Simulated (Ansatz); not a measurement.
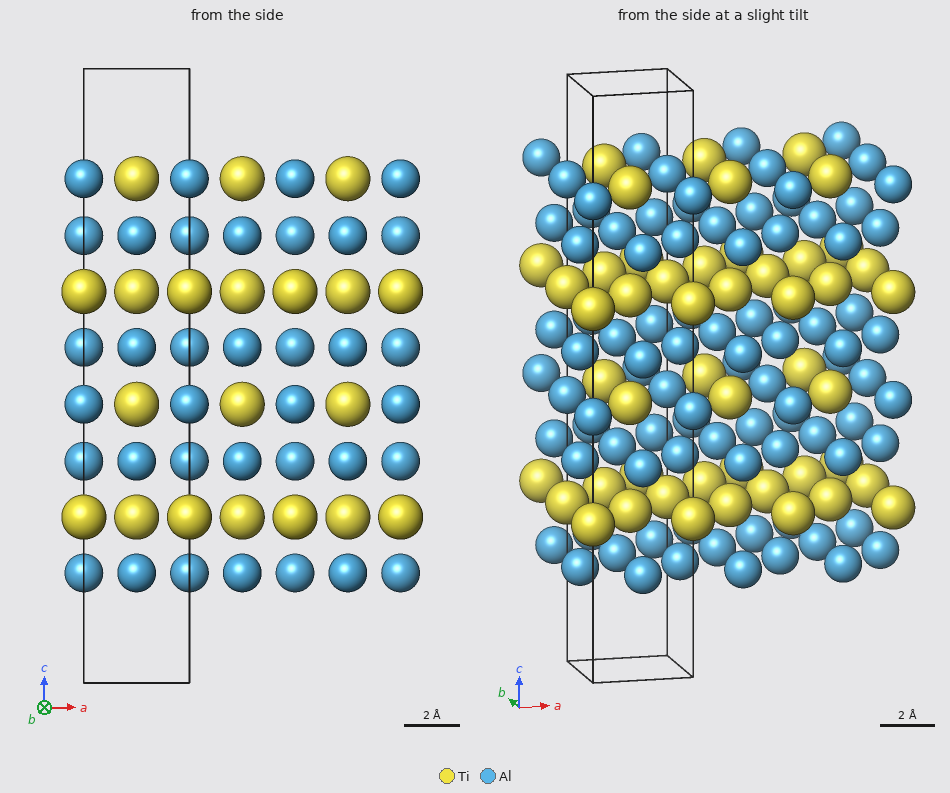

A spheres-only picture of a periodic slab, seen from the side and from the side at a slight tilt. The surface normal points up in side views; the box is the simulation cell. 3×2 cells are drawn in the plane, with atoms at the edges repeated.

The cell holds 6 Ti, 10 Al.

**Give the termination of both faces.**

The top face ends in Al and Ti, the bottom face in Al. The faces differ, so the slab can carry a dipole.

**What is the thickness of the slab?**

About 15 Å from the lowest to the highest atom, with about 8 Å of vacuum to the next image.

**State the number of planes and their content from above.**

Eight planes: TiAl / Al / Ti / Al / TiAl / Al / Ti / Al.

Its origin is a structure listed in the Materials Project. The cell was then strained or its atoms displaced on purpose. It was the input of a calculation with Ansatz.

At this level of theory the run's own cell isn't at rest (forces up to 0.9 eV/Å), so its distances can differ from those at equilibrium, the more so the softer the solid.
